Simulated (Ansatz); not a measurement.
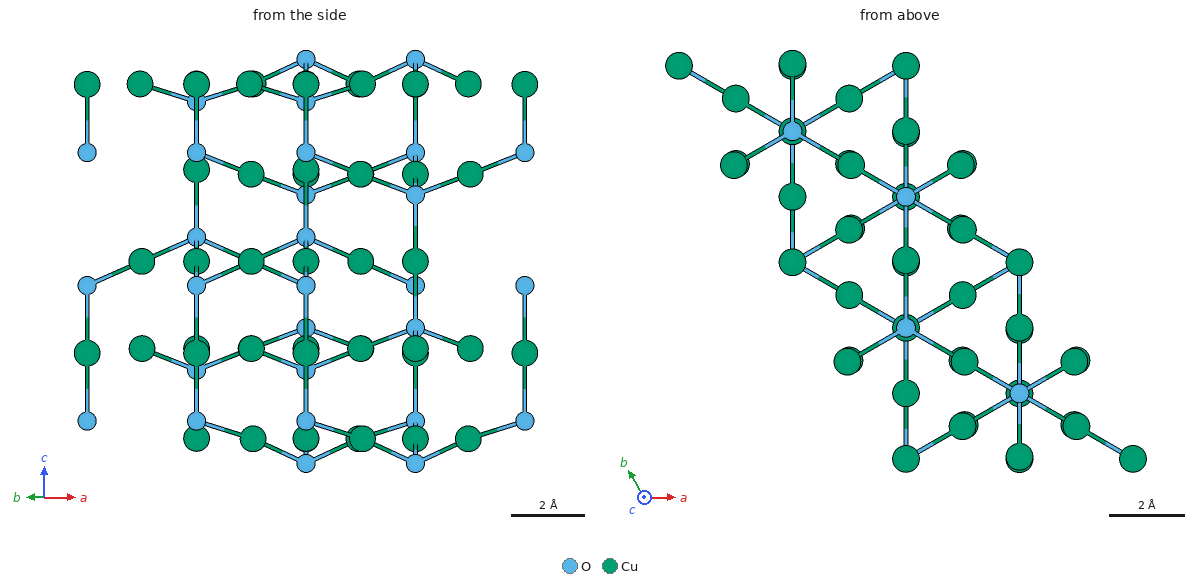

A ball-and-stick picture of a periodic slab, seen from the side and from above. The surface normal points up in side views; the vacuum is left out. 1×2 cells are drawn in the plane, with atoms at the edges repeated.

The cell holds 20 Cu, 10 O. The slab was cut from bulk Cu2O (Pn-3m).

What do the upper and lower surfaces expose?

The top face ends in O, the bottom face in O. The two faces are alike.

Estimate the thickness.

About 11 Å from the lowest to the highest atom.

Which lattice plane is parallel to the surface?

(1 1 1).

Method used: DFT PBE, scalar-relativistic, plane waves, PAW in Ansatz 0.2.0. It ran with wavefunction cutoff 420 eV, the zone sampled with 6×6×1 points, Gaussian smearing of 0.05 eV, no spin polarisation.

State the positions of the band edges relative to the top vacuum level.

The valence edge lies 4.74 eV below it (ionisation potential) and the conduction edge 4.29 eV (electron affinity). These are Kohn-Sham band edges, only estimates of the true removal and addition energies, and on cut faces they can belong to dangling-bond states in place of the bulk bands.

The initial geometry was a structure listed in the Materials Project, from which a slab was cut. The atoms were relaxed in a fixed cell with Ansatz, DFT PBE, scalar-relativistic, plane waves, PAW.
